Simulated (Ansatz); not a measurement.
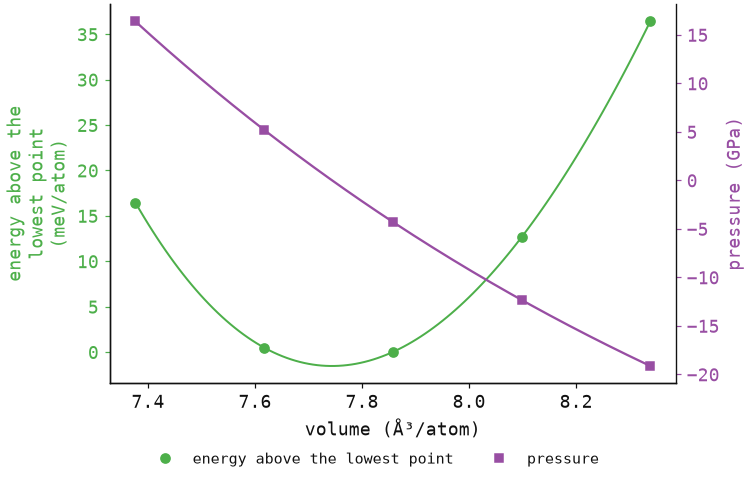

The picture above shows the energy above the lowest point and pressure against volume for SiO₂, space group Fm-3m (No. 225) (one of a set of cubic test structures, which need not be the stable phase).

How it was computed, with Ansatz 0.2.0 development build: equation of state of a cubic crystal from periodic Kohn-Sham density functional theory without spin, third-order Birch-Murnaghan fit to the free energies; pressure corrected for the finite basis. Level: r2SCAN.

- structure type: fluorite
- atoms in cell: 3
- space group number: 225
- lattice centring: face-centred primitive
- k mesh: 13×13×13
- occupation method: Fermi–Dirac
- occupation width: 0.1 eV
- wave cutoff: 700 eV
- datasets: hard PAW
- density tolerance: 1e−09 eV
- bands: 16
- density cutoff ratio: 4
- search for lower states: default
- xc grid level: 2

What equilibrium volume and bulk modulus follow from the curve?

Answer. A third-order Birch–Murnaghan fit gives V0 = 7.74 Å³/atom, B0 = 304 GPa and B′ = 4.3.

What does the pressure do across the range?

Answer. It falls from 16.4 GPa at volume 7.3764 Å³/atom to −19.1 GPa at 8.3385 Å³/atom, and changes sign near 7.75 Å³/atom.

Keep in mind: cubic model structure, not the ambient form; pseudopotentials made with PBE, not this functional.
